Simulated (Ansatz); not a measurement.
## Geometry relaxation, with input and output: Na (part 1 of 3)

Na (defect cell, 31 atoms in the cell), computed with DFT PBE, scalar-relativistic, plane waves, PAW, no spin polarisation (Ansatz 0.2.0).

The structure derives from a Materials Project entry. It belongs to a series of runs on one base structure; here: Na vacancy (site a), charge +0, atoms relaxed at the host's cell. Figures and captions count atoms from 1; the log counts them from 0 in places.

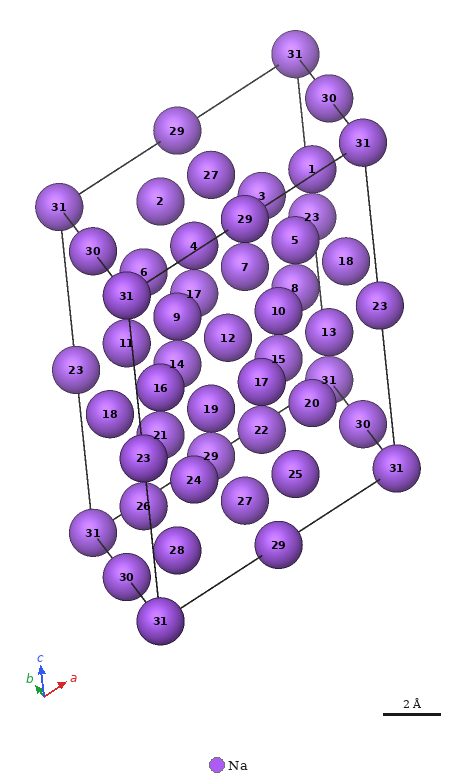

*The starting structure (spheres-only view of the cell of the calculation, seen slightly off an axis; atoms are numbered from 1 in the order of the input).*

Results in brief:

| quantity | value |
| --- | --- |
| outcome | converged |
| electrons treated | 279 |
| free energy | −46078.3994 eV |
| Fermi energy | 1.646 eV |
| gap on the k-point mesh | none (metallic) |
| final volume | 1182.52 Å³ |
| largest force (length of the vector) at the end | 0.024 eV/Å |
| hardware | 4 threads of AMD EPYC (Zen 3), 189 GiB of memory available, shared host |
| wall time | 2.5 min (CPU time 9 min) |
| peak memory | 3.4 GiB |

Input:
```yaml
crystal:
  lattice:
    - [8.3931627978, 0.0, -8.3931627978]
    - [8.3931627978, -8.3931627978, 0.0]
    - [0.0, -8.3931627978, -8.3931627978]
  atoms:
    - { symbol: Na, position: [0.875, 0.375, 0.875] }
    - { symbol: Na, position: [0.375, 0.875, 0.875] }
    - { symbol: Na, position: [0.75, 0.75, 0.75] }
    - { symbol: Na, position: [0.375, 0.375, 0.875] }
    - { symbol: Na, position: [0.75, 0.25, 0.75] }
    - { symbol: Na, position: [0.25, 0.75, 0.75] }
    - { symbol: Na, position: [0.625, 0.625, 0.625] }
    - { symbol: Na, position: [0.875, 0.875, 0.375] }
    - { symbol: Na, position: [0.25, 0.25, 0.75] }
    - { symbol: Na, position: [0.625, 0.125, 0.625] }
    - { symbol: Na, position: [0.125, 0.625, 0.625] }
    - { symbol: Na, position: [0.5, 0.5, 0.5] }
    - { symbol: Na, position: [0.875, 0.375, 0.375] }
    - { symbol: Na, position: [0.375, 0.875, 0.375] }
    - { symbol: Na, position: [0.75, 0.75, 0.25] }
    - { symbol: Na, position: [0.125, 0.125, 0.625] }
    - { symbol: Na, position: [0.5, 0.0, 0.5] }
    - { symbol: Na, position: [0.0, 0.5, 0.5] }
    - { symbol: Na, position: [0.375, 0.375, 0.375] }
    - { symbol: Na, position: [0.75, 0.25, 0.25] }
    - { symbol: Na, position: [0.25, 0.75, 0.25] }
    - { symbol: Na, position: [0.625, 0.625, 0.125] }
    - { symbol: Na, position: [0.0, 1.0, 0.5] }
    - { symbol: Na, position: [0.25, 0.25, 0.25] }
    - { symbol: Na, position: [0.625, 0.125, 0.125] }
    - { symbol: Na, position: [0.125, 0.625, 0.125] }
    - { symbol: Na, position: [0.5, 0.5, 0.0] }
    - { symbol: Na, position: [0.125, 0.125, 0.125] }
    - { symbol: Na, position: [0.5, 0.0, 0.0] }
    - { symbol: Na, position: [0.0, 0.5, 0.0] }
    - { symbol: Na, position: [0.0, 0.0, 0.0] }
basis:
  ecutwfc: 420
  xc_grid: 2
kpoints:
  mp_grid: { grid: [3, 3, 3], shift: [0.0, 0.0, 0.0] }
hamiltonian:
  xc: pbe
scf:
  occupations: { method: gaussian, width: 0.1 }
output:
  forces: true
  stress: false
  eigenvalues: true
  write_density: true
  write_potential: true
  elf: true
  volumetric_format: npy
relax:
  adjacent_minimum: "off"
  f_tol: 0.025
  max_steps: 45
```

Command:
```bash
ansatz run input.yaml --threads 4 --pin off --max-ram 8192MiB --backend cpu --events-out ev --progress --plain --runs-dir out
```

The program's output:
```
Engine: ansatz 0.2.0, x86_64-unknown-linux-gnu
Pseudopotentials: kind: paw
Pseudopotential: Na, paw, valence charge 9, recommended cutoff 420 eV (normal), Na.paw.azcp
Functional definition: PBE
  parameter kappa = 0.804
  parameter beta = 0.06672455060314922
  exchange = pbe_x(kappa = kappa, mu = beta*pi^2/3)
  correlation = pbe_c(beta = beta)
Crystal: 31 atoms, lattice volume = 1182.516 Å³
Basis set: ecut = 420 eV, 23049 PW (Γ), exchange–correlation on 160×160×160 points (8 copies of the dense FFT grid, shifted against one another)
Bands: 171, of which v1, the nominal top of the filled ones, is band 140 counted from 1 (139 counted from 0)
Symmetry: 48 space group operations
Space group: Fm-3m (ITA 225), of the structure as read, at distance tolerance 1.1e-4 Å
k-points: 4 of 27
Non-local potential: Na, projectors of the file, l = 0: 3, l = 1: 2, l = 2: 1
PAW form: soft (Blöchl's): semilocal exchange-correlation on the pseudo side does not see the compensation charge
PAW one-centre angular grid: Na, 110 points (default); XC on 64 Gauss nodes
Initial density: superposition of atomic densities (neutral atoms: chi_scale 0, normalization atom), corrected by the library's trained network
Initial wavefunctions: pseudopotential atomic-orbital guess
Functional: x = pbe(κ = 0.804, μ = 0.2195149727645171), c = pbe(β = 0.06672455060314922)
SCF iter   1: F=—  HF=-46078.350685 eV  |F-HF|=—  |Δ(HF+E_count)|=         —  Δρ=7.59e-4  dr2=5.74e-2  ethr=1.77e-3  ⟨swp⟩=8.5  Hψ=2636  notcnv=0
preconditioner: auto → LDOS  [metal: Δε(μ)=0.074 eV  Ē_g=3.083 eV  σ=0.100 eV  W_gap=0.39  n_scr=180 (ndim 8)  ℏωp=6.0 eV  f_vac=0.012  D(μ)=19.41/eV (n_scr^D=112)  β→1.0]
SCF iter   2: F=—  HF=-46078.328537 eV  |F-HF|=—  |Δ(HF+E_count)|=   2.21e-2  Δρ=7.24e-4  dr2=4.91e-3  ethr=2.06e-5  ⟨swp⟩=2.0  Hψ=1195  notcnv=0
SCF iter   3: F=—  HF=-46078.327868 eV  |F-HF|=—  |Δ(HF+E_count)|=   6.70e-4  Δρ=5.03e-4  dr2=1.97e-3  ethr=1.76e-6  ⟨swp⟩=2.0  Hψ=1155  notcnv=0
SCF iter   4: F=—  HF=-46078.326764 eV  |F-HF|=—  |Δ(HF+E_count)|=   1.10e-3  Δρ=4.77e-5  dr2=9.80e-5  ethr=7.08e-7  ⟨swp⟩=2.0  Hψ=1152  notcnv=0
iter 5 did not close the SCF: its close was put off for the readings that it lacked (scf_convergence_deferred on its scf_iter line)
SCF iter   5: F=-46078.326766 eV  HF=-46078.326767 eV  |F-HF|=2.76e-7  |Δ(HF+E_count)|=   2.39e-6  Δρ=1.65e-5  dr2=4.81e-6  ethr=3.51e-8  ⟨swp⟩=3.0  Hψ=1070  notcnv=0
SCF iter   6: F=-46078.326767 eV  HF=-46078.326768 eV  |F-HF|=1.65e-7  |Δ(HF+E_count)|=   1.02e-6  Δρ=5.24e-6  dr2=4.08e-7  ethr=1.72e-9  ⟨swp⟩=15.2  Hψ=5733  notcnv=0
SCF 1 converged in 6 iterations: F = -46078.326767 eV  dr2 = 4.08e-7
  greatest PAW one-centre occupation: 0.999 electrons in one spin orbital (limit 2), on the Na atom at site 29 (counted from 0), in its partial waves of l = 0
relax step   1: F+E_penalty+E_count = -46078.32676746 eV  Δ(F+E_penalty+E_count) = +0.000e0 eV  max|allowed force component| = 4.222e-2 eV/Å  Δτ_max = 0.0000 Å  (6 SCF iters, dr2 threshold 1.56e-5 eV, accepted)
Initial density: handed on by an earlier stage of this run
Initial wavefunctions: those handed on with the density
iter 1 solved again at ethr=2.62e-7 eV; its pass at ethr=3.10e-3 eV (dr2=7.30e-4 eV) is discarded
SCF iter   1: F=—  HF=-46078.343103 eV  |F-HF|=—  |Δ(HF+E_count)|=         —  Δρ=8.78e-5  dr2=8.66e-4  ethr=2.62e-7  ⟨swp⟩=3.0  Hψ=1759  notcnv=0  defer=92
preconditioner: auto → Kerker (q_TF=auto, 2.145 Å⁻¹)  [metal: Δε(μ)=0.066 eV  Ē_g=3.086 eV  σ=0.100 eV  W_gap=0.36  n_scr=180 (ndim 8)  ℏωp=6.0 eV  f_vac=0.010  D(μ)=19.92/eV (n_scr^D=112)]
SCF iter   2: F=—  HF=-46078.343068 eV  |F-HF|=—  |Δ(HF+E_count)|=   3.46e-5  Δρ=6.71e-5  dr2=5.58e-4  ethr=2.62e-7  ⟨swp⟩=1.5  Hψ=594  notcnv=0  defer=92
SCF iter   3: F=—  HF=-46078.342982 eV  |F-HF|=—  |Δ(HF+E_count)|=   8.62e-5  Δρ=1.90e-5  dr2=5.47e-5  ethr=2.00e-7  ⟨swp⟩=2.0  Hψ=654  notcnv=0  defer=92
SCF iter   4: F=—  HF=-46078.343431 eV  |F-HF|=—  |Δ(HF+E_count)|=   4.50e-4  Δρ=5.70e-6  dr2=1.67e-6  ethr=1.96e-8  ⟨swp⟩=2.0  Hψ=659  notcnv=0  defer=92
SCF iter   5: F=—  HF=-46078.343431 eV  |F-HF|=—  |Δ(HF+E_count)|=   7.71e-8  Δρ=2.73e-6  dr2=3.70e-7  ethr=5.98e-10  ⟨swp⟩=2.0  Hψ=657  notcnv=0  defer=92
SCF iter   6: F=-46078.343431 eV  HF=-46078.343431 eV  |F-HF|=3.92e-8  |Δ(HF+E_count)|=   1.40e-8  Δρ=1.78e-6  dr2=9.54e-8  ethr=3.58e-11  ⟨swp⟩=13.2  Hψ=4258  notcnv=0
SCF 2 converged in 6 iterations: F = -46078.343431 eV  dr2 = 9.54e-8
  greatest PAW one-centre occupation: 0.999 electrons in one spin orbital (limit 2), on the Na atom at site 30 (counted from 0), in its partial waves of l = 0
relax step   2: F+E_penalty+E_count = -46078.34343131 eV  Δ(F+E_penalty+E_count) = -1.666e-2 eV  max|allowed force component| = 3.684e-2 eV/Å  Δτ_max = 0.0265 Å  (6 SCF iters, accepted)
SCF iter   1: F=—  HF=-46078.403393 eV  |F-HF|=—  |Δ(HF+E_count)|=         —  Δρ=6.12e-4  dr2=3.02e-2  ethr=2.13e-4  ⟨swp⟩=6.0  Hψ=1890  notcnv=0  defer=50
preconditioner: auto → Kerker (q_TF=auto, 2.145 Å⁻¹)  [metal: Δε(μ)=0.095 eV  Ē_g=3.081 eV  σ=0.100 eV  W_gap=0.48  n_scr=180 (ndim 8)  ℏωp=6.0 eV  f_vac=0.004  D(μ)=17.56/eV (n_scr^D=88)]
SCF iter   2: F=—  HF=-46078.402547 eV  |F-HF|=—  |Δ(HF+E_count)|=   8.47e-4  Δρ=4.79e-4  dr2=2.13e-2  ethr=1.08e-5  ⟨swp⟩=1.0  Hψ=788  notcnv=0  defer=50
SCF iter   3: F=—  HF=-46078.400339 eV  |F-HF|=—  |Δ(HF+E_count)|=   2.21e-3  Δρ=2.02e-4  dr2=4.46e-3  ethr=7.64e-6  ⟨swp⟩=2.0  Hψ=648  notcnv=0  defer=50
SCF iter   4: F=—  HF=-46078.399630 eV  |F-HF|=—  |Δ(HF+E_count)|=   7.09e-4  Δρ=4.13e-5  dr2=8.08e-5  ethr=1.60e-6  ⟨swp⟩=2.0  Hψ=660  notcnv=0  defer=50
SCF iter   5: F=—  HF=-46078.400004 eV  |F-HF|=—  |Δ(HF+E_count)|=   3.75e-4  Δρ=1.54e-5  dr2=1.20e-5  ethr=2.89e-8  ⟨swp⟩=2.0  Hψ=658  notcnv=0  defer=50
SCF iter   6: F=—  HF=-46078.400004 eV  |F-HF|=—  |Δ(HF+E_count)|=   8.32e-7  Δρ=8.25e-6  dr2=2.82e-6  ethr=4.29e-9  ⟨swp⟩=2.0  Hψ=1035  notcnv=0  defer=50
SCF iter   7: F=—  HF=-46078.400004 eV  |F-HF|=—  |Δ(HF+E_count)|=   3.34e-8  Δρ=5.05e-6  dr2=8.12e-7  ethr=1.01e-9  ⟨swp⟩=2.0  Hψ=1031  notcnv=0  defer=50
SCF iter   8: F=-46078.400003 eV  HF=-46078.400003 eV  |F-HF|=4.07e-8  |Δ(HF+E_count)|=   9.43e-8  Δρ=1.18e-6  dr2=8.93e-8  ethr=3.58e-11  ⟨swp⟩=11.8  Hψ=4919  notcnv=0
SCF 3 converged in 8 iterations: F = -46078.400003 eV  dr2 = 8.93e-8
relax step   3: F+E_penalty+E_count = -46078.40000342 eV  Δ(F+E_penalty+E_count) = -5.657e-2 eV  max|allowed force component| = 2.277e-2 eV/Å  Δτ_max = 0.1950 Å  (8 SCF iters, accepted)
SCF iter   1: F=—  HF=-46078.400546 eV  |F-HF|=—  |Δ(HF+E_count)|=         —  Δρ=2.25e-4  dr2=9.67e-3  ethr=5.20e-6  ⟨swp⟩=4.2  Hψ=1348  notcnv=0  defer=86
preconditioner: auto → Resta (q_TF=auto, 2.145 Å⁻¹)  ε∞=4.8  [insulator: Δε(μ)=0.105 eV  Ē_g=3.087 eV  σ=0.100 eV  W_gap=0.51  n_scr=180 (ndim 8)  ℏωp=6.0 eV  f_vac=0.003  D(μ)=16.86/eV (n_scr^D=64)  ε∞_Penn≈4.8]
SCF iter   2: F=—  HF=-46078.399185 eV  |F-HF|=—  |Δ(HF+E_count)|=   1.36e-3  Δρ=8.96e-5  dr2=9.26e-4  ethr=3.47e-6  ⟨swp⟩=1.0  Hψ=788  notcnv=0  defer=86
SCF iter   3: F=—  HF=-46078.399067 eV  |F-HF|=—  |Δ(HF+E_count)|=   1.19e-4  Δρ=3.38e-5  dr2=3.10e-5  ethr=3.32e-7  ⟨swp⟩=2.0  Hψ=655  notcnv=0  defer=86
SCF iter   4: F=—  HF=-46078.399415 eV  |F-HF|=—  |Δ(HF+E_count)|=   3.49e-4  Δρ=1.04e-5  dr2=9.69e-7  ethr=1.11e-8  ⟨swp⟩=2.0  Hψ=820  notcnv=0  defer=86
SCF iter   5: F=-46078.399415 eV  HF=-46078.399415 eV  |F-HF|=2.59e-8  |Δ(HF+E_count)|=   2.22e-7  Δρ=2.31e-6  dr2=7.63e-8  ethr=3.58e-11  ⟨swp⟩=14.2  Hψ=5537  notcnv=0
SCF 4 converged in 5 iterations: F = -46078.399415 eV  dr2 = 7.63e-8
relax step   4: F+E_penalty+E_count = -46078.39941530 eV  Δ(F+E_penalty+E_count) = +5.881e-4 eV  max|allowed force component| = 2.379e-2 eV/Å  Δτ_max = 0.0600 Å  (5 SCF iters, accepted)
```

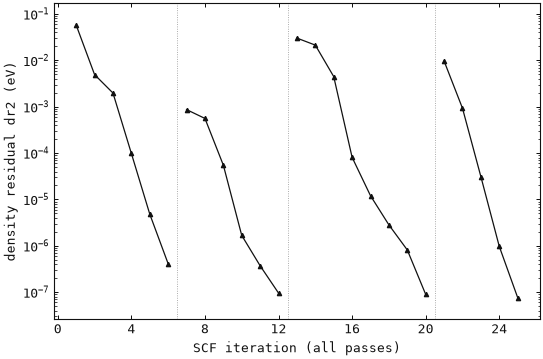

*Convergence of the self-consistent field: density residual dr2 against the SCF iteration. The dotted lines part the SCF passes of the relaxation: geometry steps, rejected trials and re-solves on a re-selected basis.*

The passes take 6, 6, 8 and 5 iterations.

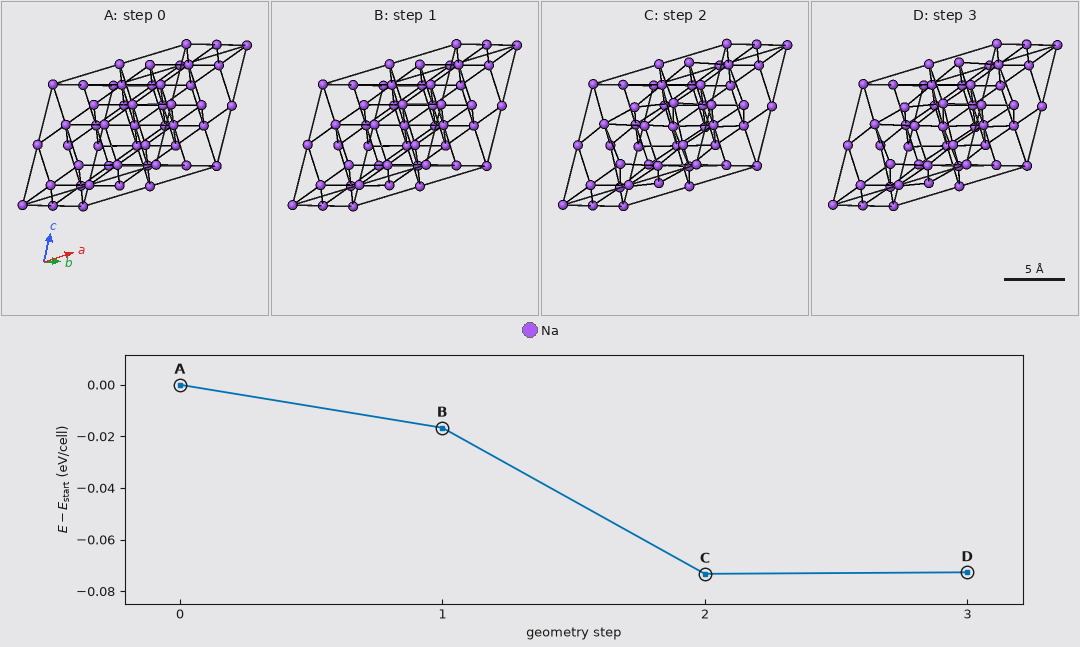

*Frames of the relaxation (ball-and-stick view of the cell of the calculation (origin shifted), seen at an oblique angle) above the curves, on which the letters mark them (the first geometry is step 0 here and step 1 in the log).*

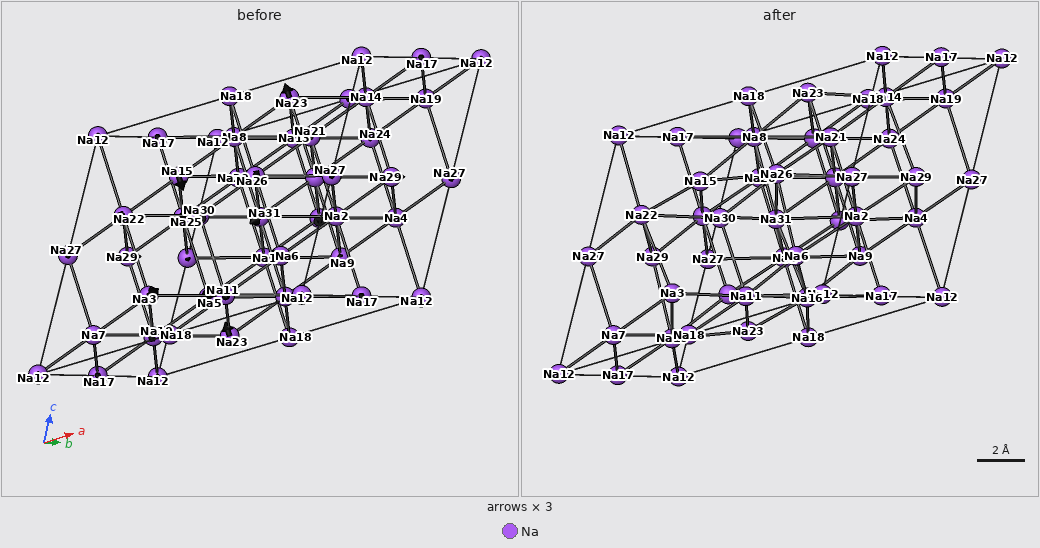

*Before (left) and after (right) the relaxation, at one scale (ball-and-stick view of the cell of the calculation (origin shifted), seen at an oblique angle). The black arrows give the displacements, magnified 3 times.*

The largest moves, 0.23 Å, are those of 8 atoms (Na3, Na5, Na6, Na15 and others). The lattice vectors keep their values. Among the contacts that change: Na23–Na28 3.634 → 3.860 Å, Na13–Na15 3.634 → 3.716 Å, Na12–Na19 3.634 → 3.690 Å, Na20–Na28 3.634 → 3.579 Å. After 3 geometry steps the energy has fallen by 72.6 meV per cell of the calculation. The largest force component goes from 0.042 to 0.024 eV/Å. (Atoms are counted from 1 in the order of the input.)
